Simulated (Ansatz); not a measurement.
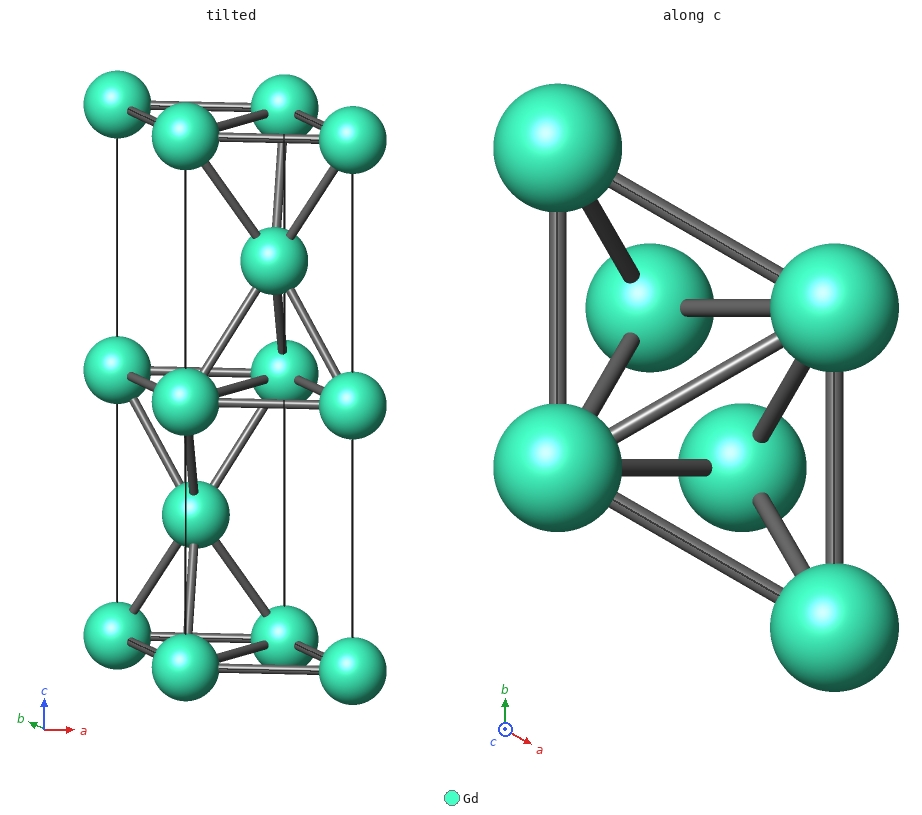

Shown here is a ball-and-stick view of the crystal, taken slightly off an axis and along the c axis. The lines enclose the conventional unit cell; boundary atoms appear with their images. Cell: a = 3.62 Å, b = 3.62 Å, c = 11.68 Å, α = 90.00°, β = 90.00°, γ = 120.00°.

Provenance: a structure type filled with this element by a generator (whether the element takes this form wasn't checked). Earlier steps of the study may have refined or changed the cell and positions. It went into a calculation with Ansatz.

> What can be read from this drawing?

The element is gadolinium. Symmetry: P6_3/mmc (No. 194), primitive hexagonal lattice. The structure is of the kind named double hexagonal close-packed (α-La type). The cell holds four atoms. Gd is linked to twelve Gd at about 3.6 Å. The bonds build a three-dimensional framework.

Computational set-up: DFT PBE, spin-orbit coupling, plane waves, PAW in Ansatz, an energy cutoff of 600 eV, Brillouin-zone sampling on a 14×14×4 mesh, Gaussian smearing of 0.05 eV, spinor wavefunctions.

> Which atoms carry magnetic moments in this run, and how do they order?

The state reached is ferromagnetic. Sizes: Gd 6.7 μB; net moment 29.6 μB in the run's cell of 4 atoms.

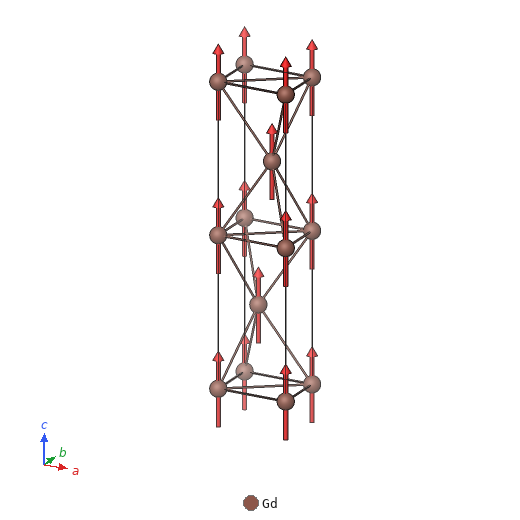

Site moments above 0.25 μB as arrows, small induced ones on non-metal atoms left out (red along the largest or up, blue against, purple across). The run's cell of 4 atoms is drawn.

> Predict the gap.

A metal: bands cross the Fermi level.

> Has the structure come to rest?

Yes. All forces vanish to within 0.01 eV/Å. The pressure is -0.1 GPa, close to zero.
